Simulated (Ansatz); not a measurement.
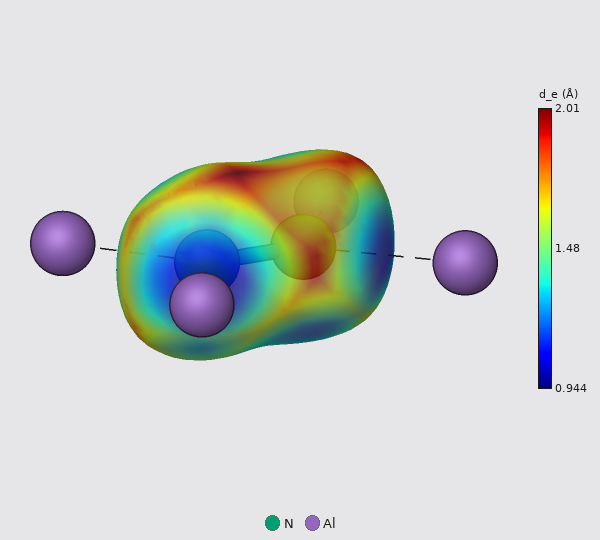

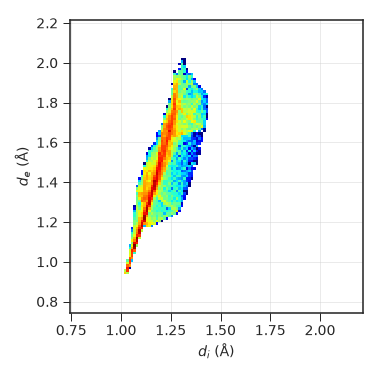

Hirshfeld surface computed for one N2 unit (covalently bonded non-metal atoms) in AlN (P2, No. 3), coloured by d_e. Dashed lines lead to the closest neighbours outside. The second picture is its fingerprint plot, coloured by area on a logarithmic scale (blue little, red much).

The surface is where the fragment's share of the procrystal density (the sum of the densities of spherically averaged neutral Hartree-Fock atoms) equals one half. d_i and d_e are the distances from the surface to the nearest nucleus inside and outside.

The cell is taken from coordinates from a relaxation with DFT PBE, scalar-relativistic, plane waves, PAW (Ansatz 0.2.0); the starting structure was generated, so it need not be a known form of this composition.

Space group P2 (No. 3). a = 3.305 Å, b = 6.388 Å, c = 4.005 Å, α = 90.00°, β = 103.17°, γ = 90.00°
```csv
atom,site,symmetry,x,y,z
Al,1d,2,0.5000,0.7528,0.5000
Al,1d,2,0.5000,0.1637,0.5000
Al,1c,2,0.5000,0.4224,0.0000
N,1b,2,0.0000,0.3704,0.5000
N,1c,2,0.5000,0.7052,0.0000
N,1b,2,0.0000,0.5856,0.5000
```

**What is the shortest distance from the fragment to an atom outside it?**

N–Al, 1.97 Å.

**How is the surface shared among contacts (nearest atom inside ··· nearest atom outside)?**

N···Al 90 %, N···N 10 %. The surface faces 10 neighbours with more than 2 % of its area each: 8 Al + 2 N.

**Give the size and shape of the surface.**

It encloses about 12.6 Å³, has an area of about 27 Å² and a globularity of 0.96 (1 for a sphere).

**Where does the fingerprint reach closest to the origin?**

The smallest d_i + d_e is about 2.0 Å, which belongs to the shortest contact, N···Al at 1.97 Å; d_e runs from 0.94 to 2.01 Å.
